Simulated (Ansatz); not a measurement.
# Au(111) with 4 layers of random Au-Pt, 2x2: scattering by chemical disorder

How strongly does chemical disorder scatter in Au(111) with 4 layers of random Au-Pt, 2x2?

Program: Ansatz 0.2.0. Level of theory: Ansatz plane-wave DFT, PBE, PAW files; ballistic transport by layer matching (Landauer), zero bias; PAW set soft_1. Results are calculated unless marked as measured.

### 1. The structure

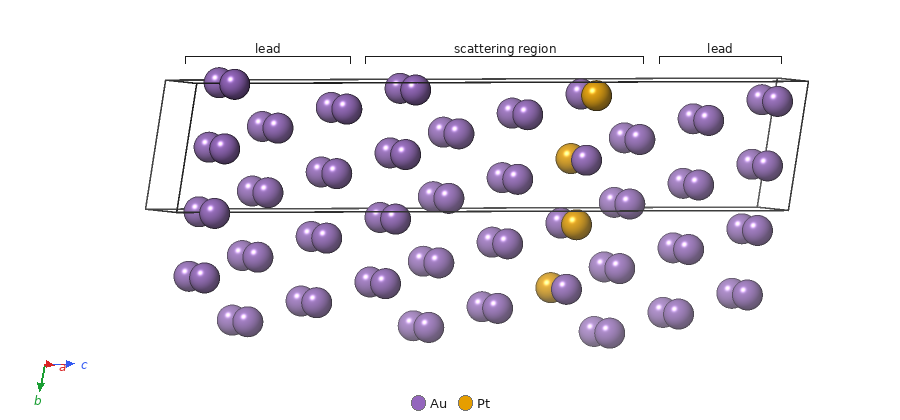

Start, viewed from the side, with the c axis across the page; gold purple, platinum orange. 1×2×1 cells are drawn.

The cell holds 40 atoms: 38 Au and 2 Pt. Cell: a = 5.768 Å, b = 5.768 Å, c = 23.605 Å, α = 93.5°, β = 86.5°, γ = 120.0°. It derives from Au. Regions: lead, 24 atoms (24 Au); scattering region, 16 atoms (14 Au and 2 Pt). The structure is stacked along c, and the current runs across the ab planes.

### 2. With 4 alloy layers

In 4 layers a share of 0.125 of the sites is given to Pt at random. The layers about the cell's end stay perfect and serve as the lead. Energies from -0.05 to 0.05 eV in steps of 0.05 eV are too few for the program's thermal sum, so it prints no conductance; for a metal the transmission near the Fermi level serves, at a fraction of the cost.

Input file input.yaml:

```yaml
crystal:
  lattice:
    - [5.7675164607, 0.0, 0.0]
    - [-2.8837582304, 4.9948157718, 0.0]
    - [1.4418791152, -0.8324692953, 23.5457873532]
  atoms:
    - { symbol: Au, position: [0.9916666667, 0.0083333333, 0.05] }
    - { symbol: Au, position: [0.9916666667, 0.5083333333, 0.05] }
    - { symbol: Au, position: [0.4916666667, 0.0083333333, 0.05] }
    - { symbol: Au, position: [0.4916666667, 0.5083333333, 0.05] }
    - { symbol: Au, position: [0.1416666667, 0.3583333333, 0.15] }
    - { symbol: Au, position: [0.1416666667, 0.8583333333, 0.15] }
    - { symbol: Au, position: [0.6416666667, 0.3583333333, 0.15] }
    - { symbol: Au, position: [0.6416666667, 0.8583333333, 0.15] }
    - { symbol: Au, position: [0.2916666667, 0.2083333333, 0.25] }
    - { symbol: Au, position: [0.2916666667, 0.7083333333, 0.25] }
    - { symbol: Au, position: [0.7916666667, 0.2083333333, 0.25] }
    - { symbol: Au, position: [0.7916666667, 0.7083333333, 0.25] }
    - { symbol: Au, position: [0.9416666667, 0.0583333333, 0.35] }
    - { symbol: Au, position: [0.9416666667, 0.5583333333, 0.35] }
    - { symbol: Au, position: [0.4416666667, 0.0583333333, 0.35] }
    - { symbol: Au, position: [0.4416666667, 0.5583333333, 0.35] }
    - { symbol: Au, position: [0.0916666667, 0.4083333333, 0.45] }
    - { symbol: Au, position: [0.0916666667, 0.9083333333, 0.45] }
    - { symbol: Au, position: [0.5916666667, 0.4083333333, 0.45] }
    - { symbol: Au, position: [0.5916666667, 0.9083333333, 0.45] }
    - { symbol: Au, position: [0.2416666667, 0.2583333333, 0.55] }
    - { symbol: Au, position: [0.2416666667, 0.7583333333, 0.55] }
    - { symbol: Au, position: [0.7416666667, 0.2583333333, 0.55] }
    - { symbol: Au, position: [0.7416666667, 0.7583333333, 0.55] }
    - { symbol: Pt, position: [0.8916666667, 0.1083333333, 0.65] }
    - { symbol: Au, position: [0.8916666667, 0.6083333333, 0.65] }
    - { symbol: Au, position: [0.3916666667, 0.1083333333, 0.65] }
    - { symbol: Pt, position: [0.3916666667, 0.6083333333, 0.65] }
    - { symbol: Au, position: [0.0416666667, 0.4583333333, 0.75] }
    - { symbol: Au, position: [0.0416666667, 0.9583333333, 0.75] }
    - { symbol: Au, position: [0.5416666667, 0.4583333333, 0.75] }
    - { symbol: Au, position: [0.5416666667, 0.9583333333, 0.75] }
    - { symbol: Au, position: [0.1916666667, 0.3083333333, 0.85] }
    - { symbol: Au, position: [0.1916666667, 0.8083333333, 0.85] }
    - { symbol: Au, position: [0.6916666667, 0.3083333333, 0.85] }
    - { symbol: Au, position: [0.6916666667, 0.8083333333, 0.85] }
    - { symbol: Au, position: [0.8416666667, 0.1583333333, 0.95] }
    - { symbol: Au, position: [0.8416666667, 0.6583333333, 0.95] }
    - { symbol: Au, position: [0.3416666667, 0.1583333333, 0.95] }
    - { symbol: Au, position: [0.3416666667, 0.6583333333, 0.95] }
kpoints:
  mp_grid: { grid: [5, 5, 1] }
hamiltonian:
  xc: pbe
  pseudopotentials: { kind: paw, azcp: { folder: soft_1 } }
scf:
  occupations: { method: fermi_dirac, width: 0.1 }
output:
  transmission:
    leads: [[0, 4]]
    kmesh: [10, 10]
    e_range: [-0.05, 0.05]
    de: 0.05
  write_potential: true
  write_density: true
  volumetric_format: npy
```

The run is started by

```console
$ ansatz run input.yaml --threads 4 --pin off --max-ram 15360MiB --backend cpu --events-out ev --progress --plain --runs-dir out
```

Numbers of over 12 decimals in the logs are rounded to 6 here.

The log of the run:

```text
Engine: ansatz 0.2.0, aarch64-unknown-linux-gnu
Pseudopotentials: kind: paw
Pseudopotential: Au, paw, valence charge 19, recommended cutoff 420 eV (normal), soft_1/Au.paw.azcp
Pseudopotential: Pt, paw, valence charge 18, recommended cutoff 420 eV (normal), soft_1/Pt.paw.azcp
Functional definition: PBE
  parameter kappa = 0.804
  parameter beta = 0.066725
  exchange = pbe_x(kappa = kappa, mu = beta*pi^2/3)
  correlation = pbe_c(beta = beta)
Crystal: 40 atoms, lattice volume = 678.300 Å³
Basis set: ecut = 420 eV, 13321 PW (Γ)
Bands: 455, of which v1, the nominal top of the filled ones, is band 379 counted from 1 (378 counted from 0)
Symmetry: 8 space group operations
Space group: P2/m (ITA 10), of the structure as read, at distance tolerance 8.8e-5 Å
k-points: 9 of 25
Non-local potential: Au, projectors of the file, l = 0: 3, l = 1: 2, l = 2: 2, l = 3: 1
Non-local potential: Pt, projectors of the file, l = 0: 3, l = 1: 2, l = 2: 2, l = 3: 1
PAW form: soft (Blöchl's): semilocal exchange-correlation on the pseudo side does not see the compensation charge
PAW one-centre angular grid: Au, 590 points (default); XC on 64 Gauss nodes
PAW one-centre angular grid: Pt, 590 points (default); XC on 64 Gauss nodes
Initial density: superposition of atomic densities (chi_scale 0.1, normalization cell, long waves of neutral atoms (reshape's long-wave potential 2.34 eV rms, cloud 2.72 Å wide))
Initial wavefunctions: pseudopotential atomic-orbital guess
Functional: x = pbe(κ = 0.804, μ = 0.219515), c = pbe(β = 0.066725)
SCF iter   1: F=—  HF=-524809.776487 eV  |F-HF|=—  |Δ(HF+E_count)|=         —  Δρ=7.81e-2  dr2=1.00e2  ethr=3.10e-3  ⟨swp⟩=4.0  Hψ=12196  notcnv=0  defer=69
preconditioner: auto → Kerker (q_TF=auto, 2.779 Å⁻¹)  [metal: Δε(μ)=0.059 eV  Ē_g=10.038 eV  σ=0.100 eV  W_gap=0.15  n_scr=260 (ndim 8)  ℏωp=29.8 eV  f_vac=0.000  D(μ)=17.22/eV (n_scr^D=94)]
SCF iter   2: F=—  HF=-524797.099427 eV  |F-HF|=—  |Δ(HF+E_count)|=    1.27e1  Δρ=3.28e-2  dr2=1.91e1  ethr=3.10e-3  ⟨swp⟩=2.0  Hψ=6332  notcnv=0  defer=480
SCF iter   3: F=—  HF=-524794.498805 eV  |F-HF|=—  |Δ(HF+E_count)|=    2.60e0  Δρ=1.22e-2  dr2=1.75e0  ethr=2.52e-3  ⟨swp⟩=2.4  Hψ=5387  notcnv=0  defer=480
SCF iter   4: F=—  HF=-524794.363908 eV  |F-HF|=—  |Δ(HF+E_count)|=   1.35e-1  Δρ=3.18e-3  dr2=6.58e-1  ethr=2.31e-4  ⟨swp⟩=2.0  Hψ=6939  notcnv=0  defer=484
SCF iter   5: F=—  HF=-524794.346569 eV  |F-HF|=—  |Δ(HF+E_count)|=   1.73e-2  Δρ=1.09e-3  dr2=1.62e-1  ethr=8.68e-5  ⟨swp⟩=1.3  Hψ=3615  notcnv=0  defer=484
SCF iter   6: F=—  HF=-524794.340751 eV  |F-HF|=—  |Δ(HF+E_count)|=   5.82e-3  Δρ=4.55e-4  dr2=1.44e-2  ethr=2.13e-5  ⟨swp⟩=1.3  Hψ=3618  notcnv=0  defer=484
SCF iter   7: F=—  HF=-524794.340156 eV  |F-HF|=—  |Δ(HF+E_count)|=   5.95e-4  Δρ=1.53e-4  dr2=2.41e-3  ethr=1.90e-6  ⟨swp⟩=1.1  Hψ=3972  notcnv=0  defer=484
SCF iter   8: F=—  HF=-524794.340113 eV  |F-HF|=—  |Δ(HF+E_count)|=   4.35e-5  Δρ=7.10e-5  dr2=2.18e-4  ethr=3.18e-7  ⟨swp⟩=1.9  Hψ=3778  notcnv=0  defer=484
SCF iter   9: F=—  HF=-524794.339969 eV  |F-HF|=—  |Δ(HF+E_count)|=   1.43e-4  Δρ=2.13e-5  dr2=2.25e-5  ethr=2.88e-8  ⟨swp⟩=2.0  Hψ=5583  notcnv=0  defer=484
SCF iter  10: F=—  HF=-524794.339408 eV  |F-HF|=—  |Δ(HF+E_count)|=   5.61e-4  Δρ=6.55e-6  dr2=2.25e-6  ethr=2.97e-9  ⟨swp⟩=1.3  Hψ=3834  notcnv=0  defer=485
SCF iter  11: F=—  HF=-524794.339408 eV  |F-HF|=—  |Δ(HF+E_count)|=   6.78e-8  Δρ=2.59e-6  dr2=5.16e-7  ethr=2.97e-10  ⟨swp⟩=1.1  Hψ=3611  notcnv=0  defer=485
SCF iter  12: F=-524794.339408 eV  HF=-524794.339408 eV  |F-HF|=4.41e-8  |Δ(HF+E_count)|=   1.98e-8  Δρ=1.04e-6  dr2=4.83e-8  ethr=1.32e-11  ⟨swp⟩=9.4  Hψ=17026  notcnv=0
SCF 1 converged in 12 iterations: F = -524794.339408 eV  dr2 = 4.83e-8
  greatest PAW one-centre occupation: 1.000 electrons in one spin orbital (limit 2), on the Au atom at site 26 (counted from 0), in its partial waves of l = 0
transmission: 102 of 961 steps passed
transmission: 195 of 961 steps passed
[...]
transmission: 961 of 961 steps passed
SCF converged after 12 iterations
Free energy (F): -524794.339408 eV
Harris-Foulkes:  -524794.339408 eV  (|F-HF|=4.41e-8)
Internal energy: -524793.881487 eV  (E = F + TS)
E sigma→0 (E₀):  -524794.110447 eV
Entropy (-TS):   -0.457921 eV (-11.448 meV/atom)
Fermi energy:    20.668111 eV
--- Per-component energies (eV) ---
  E_band       = -8184.683083
  E_kinetic    = 23171.116419
  E_local      = -67529.249111  (includes V_loc(G=0)·N_el)
  E_nonlocal   = 4132.799389
  E_hartree    = 29107.943783
  E_xc         = -8654.350781
  E_vxc        = -10490.445804  (∫ρ·V_xc dr)
  E_paw        = -388767.661983  (= ΣΔE_a)
  E_vpaw       = -15684.856407  (= ΣTr[D̂ρ^β])
  E_aug_tail   = 0.067028  (compensation charges beyond the density's cutoff)
  E_ewald      = -116254.546230
  E_smearing   = -0.457921  (= −TS)
  E_closure    = 0.000000  (closes the sum)
  Σ components = -524794.339408   (vs F -524794.339408, Δ=0.00e0)
--- Band table (eV; the first three rows and the last of 9) ---
  k-point 0: bands = [... 375 lower, 20.7800, 20.8109, 21.2360, 21.2610, 21.2781, 21.3175, 21.5517, 21.5969, ... 72 higher]
  k-point 1: bands = [... 375 lower, 20.2921, 20.3255, 20.4941, 20.5312, 20.6849, 20.7998, 20.9574, 21.0781, ... 72 higher]
  k-point 2: bands = [... 375 lower, 20.4791, 20.4950, 20.6428, 20.6564, 20.7010, 20.7224, 21.0023, 21.0551, ... 72 higher]
  k-point 8: bands = [... 375 lower, 20.3961, 20.4561, 20.4645, 20.5526, 20.8229, 20.8299, 21.0276, 21.0723, ... 72 higher]
--- Transmission ---
  basis      : 253 plane waves across, 31 finite elements along
  points     : 31, standing for a mesh of 10 x 10
  energies   : 3 from -0.050000 to 0.050000 eV about the Fermi level, 0.050000 eV apart; the leads are filled to 0.000000 eV, and channels, transmission and decay are at 0.000000 eV
  crystal 0  : Au4, at the sites [0, 4], period 2.3546 Å, over 21.19 Å; its Hamiltonian steps by up to 8.9 meV
    offset         : up to 0.0000 Å between an atom of the period and one for which it stands
    channels       : 3.210000e0 a spin
    conductance    : none, the energies end too early or step too widely for 300 K: set another output.transmission.e_range or a lower de, or, where they end at an eighth of basis.ecutwfc, a higher one
  junction   : crystal 0 to crystal 0, 4.01 to 25.20 Å
    transmission   : 2.820078e0 a spin
    conductance    : none, the energies end too early or step too widely for 300 K: set another output.transmission.e_range or a lower de, or, where they end at an eighth of basis.ecutwfc, a higher one
```

Wall time 6.9 min (4 threads of Arm Neoverse V1, shared host); peak memory 5.6 GiB.

In the SCF lines HF is the Harris–Foulkes energy and dr2 the Hartree energy of the density residual, in eV; the loop may stop once dr2 is under the threshold and the program's other checks hold. Hψ counts applications of the Hamiltonian.

This step gave:

- free energy: -524794.3394 eV
- energy at zero smearing: -524794.1104 eV
- Fermi energy: 20.67 eV
- cell area: 28.81 Å²
- transmission per spin nearest the Fermi level: 2.820
- open channels per spin nearest the Fermi level: 3.21
- step of the lead's potential: 8.9 meV

Per spin. The transmission, zone mean by energy, zero at the Fermi level:

```
energy (eV)  transmission, zone mean
    -0.0500                     2.77
     0.0000                     2.82
     0.0500                     2.84
```

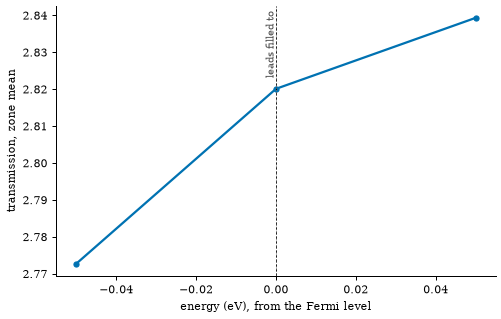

Transmission, zone mean against energy.

Per spin. The open channels, zone mean, lead stays at 3.21 for energy from -0.05 to 0.05 eV.

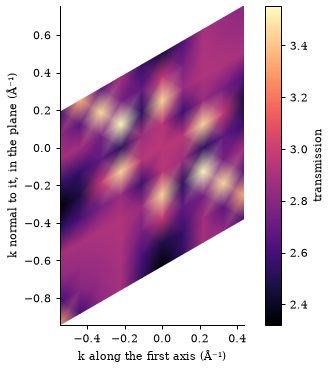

Transmission over k1 and k2. At 0.0000 eV from the Fermi level.

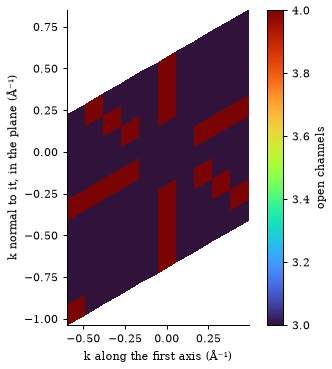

Open channels over k1 and k2. At 0.0000 eV from the Fermi level.

Over the solved energies the transmission per spin lies between 2.77 and 2.84, out of 3.21 channels of the lead on average (up to 3.21).

### 3. With 8 alloy layers

System of this step: Au(111) with 8 layers of random Au-Pt, 2x2. The cell holds 56 atoms: 52 Au and 4 Pt. Its edges and angles: a = 5.768 Å, b = 5.768 Å, c = 33.006 Å, α = 87.5°, β = 92.5°, γ = 120.0°. It derives from Au. Regions: lead, 24 atoms (24 Au); scattering region, 32 atoms (28 Au and 4 Pt). The structure is stacked along c, and the current runs across the ab planes.

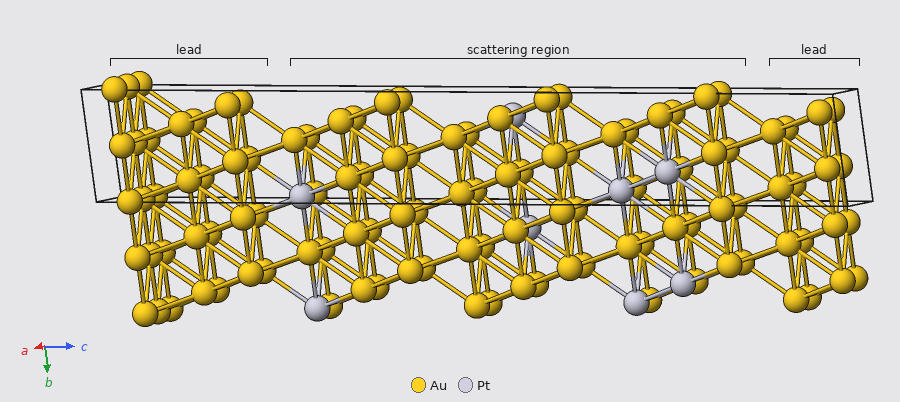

The cell of this step (gold yellow, platinum light grey). 1×2×1 cells are drawn. Some periodic images of atoms are drawn too.

Input file input.yaml:

```yaml
crystal:
  lattice:
    - [5.7675164607, 0.0, 0.0]
    - [-2.8837582304, 4.9948157718, 0.0]
    - [-1.4418791152, 0.8324692953, 32.9641022945]
  atoms:
    - { symbol: Au, position: [0.005952381, 0.994047619, 0.0357142857] }
    - { symbol: Au, position: [0.005952381, 0.494047619, 0.0357142857] }
    - { symbol: Au, position: [0.505952381, 0.994047619, 0.0357142857] }
    - { symbol: Au, position: [0.505952381, 0.494047619, 0.0357142857] }
    - { symbol: Au, position: [0.1845238095, 0.3154761905, 0.1071428571] }
    - { symbol: Au, position: [0.1845238095, 0.8154761905, 0.1071428571] }
    - { symbol: Au, position: [0.6845238095, 0.3154761905, 0.1071428571] }
    - { symbol: Au, position: [0.6845238095, 0.8154761905, 0.1071428571] }
    - { symbol: Au, position: [0.3630952381, 0.1369047619, 0.1785714286] }
    - { symbol: Au, position: [0.3630952381, 0.6369047619, 0.1785714286] }
    - { symbol: Au, position: [0.8630952381, 0.1369047619, 0.1785714286] }
    - { symbol: Au, position: [0.8630952381, 0.6369047619, 0.1785714286] }
    - { symbol: Au, position: [0.0416666667, 0.9583333333, 0.25] }
    - { symbol: Au, position: [0.0416666667, 0.4583333333, 0.25] }
    - { symbol: Pt, position: [0.5416666667, 0.9583333333, 0.25] }
    - { symbol: Au, position: [0.5416666667, 0.4583333333, 0.25] }
    - { symbol: Au, position: [0.2202380952, 0.2797619048, 0.3214285714] }
    - { symbol: Au, position: [0.2202380952, 0.7797619048, 0.3214285714] }
    - { symbol: Au, position: [0.7202380952, 0.2797619048, 0.3214285714] }
    - { symbol: Au, position: [0.7202380952, 0.7797619048, 0.3214285714] }
    - { symbol: Au, position: [0.3988095238, 0.1011904762, 0.3928571429] }
    - { symbol: Au, position: [0.3988095238, 0.6011904762, 0.3928571429] }
    - { symbol: Au, position: [0.8988095238, 0.1011904762, 0.3928571429] }
    - { symbol: Au, position: [0.8988095238, 0.6011904762, 0.3928571429] }
    - { symbol: Au, position: [0.0773809524, 0.9226190476, 0.4642857143] }
    - { symbol: Au, position: [0.0773809524, 0.4226190476, 0.4642857143] }
    - { symbol: Au, position: [0.5773809524, 0.9226190476, 0.4642857143] }
    - { symbol: Au, position: [0.5773809524, 0.4226190476, 0.4642857143] }
    - { symbol: Pt, position: [0.255952381, 0.244047619, 0.5357142857] }
    - { symbol: Au, position: [0.255952381, 0.744047619, 0.5357142857] }
    - { symbol: Au, position: [0.755952381, 0.244047619, 0.5357142857] }
    - { symbol: Au, position: [0.755952381, 0.744047619, 0.5357142857] }
    - { symbol: Au, position: [0.4345238095, 0.0654761905, 0.6071428571] }
    - { symbol: Au, position: [0.4345238095, 0.5654761905, 0.6071428571] }
    - { symbol: Au, position: [0.9345238095, 0.0654761905, 0.6071428571] }
    - { symbol: Au, position: [0.9345238095, 0.5654761905, 0.6071428571] }
    - { symbol: Au, position: [0.1130952381, 0.8869047619, 0.6785714286] }
    - { symbol: Au, position: [0.1130952381, 0.3869047619, 0.6785714286] }
    - { symbol: Pt, position: [0.6130952381, 0.8869047619, 0.6785714286] }
    - { symbol: Au, position: [0.6130952381, 0.3869047619, 0.6785714286] }
    - { symbol: Au, position: [0.2916666667, 0.2083333333, 0.75] }
    - { symbol: Au, position: [0.2916666667, 0.7083333333, 0.75] }
    - { symbol: Au, position: [0.7916666667, 0.2083333333, 0.75] }
    - { symbol: Pt, position: [0.7916666667, 0.7083333333, 0.75] }
    - { symbol: Au, position: [0.4702380952, 0.0297619048, 0.8214285714] }
    - { symbol: Au, position: [0.4702380952, 0.5297619048, 0.8214285714] }
    - { symbol: Au, position: [0.9702380952, 0.0297619048, 0.8214285714] }
    - { symbol: Au, position: [0.9702380952, 0.5297619048, 0.8214285714] }
    - { symbol: Au, position: [0.1488095238, 0.8511904762, 0.8928571429] }
    - { symbol: Au, position: [0.1488095238, 0.3511904762, 0.8928571429] }
    - { symbol: Au, position: [0.6488095238, 0.8511904762, 0.8928571429] }
    - { symbol: Au, position: [0.6488095238, 0.3511904762, 0.8928571429] }
    - { symbol: Au, position: [0.3273809524, 0.1726190476, 0.9642857143] }
    - { symbol: Au, position: [0.3273809524, 0.6726190476, 0.9642857143] }
    - { symbol: Au, position: [0.8273809524, 0.1726190476, 0.9642857143] }
    - { symbol: Au, position: [0.8273809524, 0.6726190476, 0.9642857143] }
kpoints:
  mp_grid: { grid: [5, 5, 1] }
hamiltonian:
  xc: pbe
  pseudopotentials: { kind: paw, azcp: { folder: soft_1 } }
scf:
  occupations: { method: fermi_dirac, width: 0.1 }
output:
  transmission:
    leads: [[0, 4]]
    kmesh: [10, 10]
    e_range: [-0.05, 0.05]
    de: 0.05
  write_potential: true
  write_density: true
  volumetric_format: npy
```

The log of the run:

```text
[...]
Crystal: 56 atoms, lattice volume = 949.619 Å³
Basis set: ecut = 420 eV, 18659 PW (Γ)
Bands: 636, of which v1, the nominal top of the filled ones, is band 530 counted from 1 (529 counted from 0)
Symmetry: 2 space group operations
[...]
k-points: 9 of 25 (time reversal used)
[...]
SCF iter   1: F=—  HF=-733984.102669 eV  |F-HF|=—  |Δ(HF+E_count)|=         —  Δρ=8.16e-2  dr2=1.37e2  ethr=3.10e-3  ⟨swp⟩=4.0  Hψ=17023  notcnv=0  defer=108
[...]
SCF iter  13: F=-733960.482003 eV  HF=-733960.482003 eV  |F-HF|=3.25e-8  |Δ(HF+E_count)|=   6.17e-9  Δρ=4.56e-7  dr2=3.35e-8  ethr=9.43e-12  ⟨swp⟩=10.0  Hψ=23207  notcnv=0
SCF 1 converged in 13 iterations: F = -733960.482003 eV  dr2 = 3.35e-8
[...]
transmission: 152 of 1519 steps passed
transmission: 304 of 1519 steps passed
[...]
transmission: 1519 of 1519 steps passed
SCF converged after 13 iterations
Free energy (F): -733960.482003 eV
[...]
Internal energy: -733959.889493 eV  (E = F + TS)
E sigma→0 (E₀):  -733960.185748 eV
Entropy (-TS):   -0.592510 eV (-10.581 meV/atom)
Fermi energy:    20.633710 eV
[...]
--- Band table (eV; the first three rows and the last of 9) ---
  k-point 0: bands = [... 526 lower, 20.8997, 20.9124, 20.9362, 21.2253, 21.2746, 21.4723, 21.4869, 21.5036, ... 102 higher]
  k-point 1: bands = [... 526 lower, 20.3239, 20.4147, 20.4899, 20.5791, 20.6876, 20.7693, 20.8387, 20.9094, ... 102 higher]
  k-point 2: bands = [... 526 lower, 20.4386, 20.5123, 20.5751, 20.6284, 20.6717, 20.8281, 20.9471, 21.0039, ... 102 higher]
  k-point 8: bands = [... 526 lower, 20.4336, 20.4987, 20.5691, 20.5999, 20.6433, 20.6990, 20.7599, 21.0132, ... 102 higher]
--- Transmission ---
  basis      : 253 plane waves across, 49 finite elements along
  points     : 31, standing for a mesh of 10 x 10
[...]
channels       : 3.210000e0 a spin
[...]
junction   : crystal 0 to crystal 0, 0.70 to 31.31 Å
    transmission   : 2.518680e0 a spin
[...]
```

Run time: 16 min. Hardware: 4 threads; peak memory 8.9 GiB; 62 min of CPU time.

Numbers from this step:

| Item | Value |
| --- | --- |
| free energy | -733960.4820 eV |
| energy at zero smearing | -733960.1857 eV |
| Fermi energy | 20.63 eV |
| transmission per spin nearest the Fermi level | 2.519 |
| step of the lead's potential | 13.8 meV |

Per spin. Table of transmission, zone mean by energy, zero at the Fermi level:

```
energy (eV)  transmission, zone mean
    -0.0500                     2.51
     0.0000                     2.52
     0.0500                     2.53
```

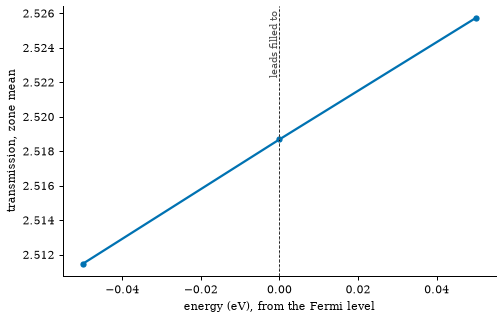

Transmission, zone mean, plotted against energy.

Over the solved energies the transmission per spin lies between 2.51 and 2.53, out of 3.21 channels of the lead on average (up to 3.21).

(Part 1 of 2 ends here.)

[Logs are printed without paths, hosts, clocks, repeated set-up lines and the standing remarks that a program may print on its own settings, such as how far it seeks lower states.]

[Hosts, paths, dates, database ids (printed as entryN), source tags and the programs' standing remarks are cut or masked in the printed files.]
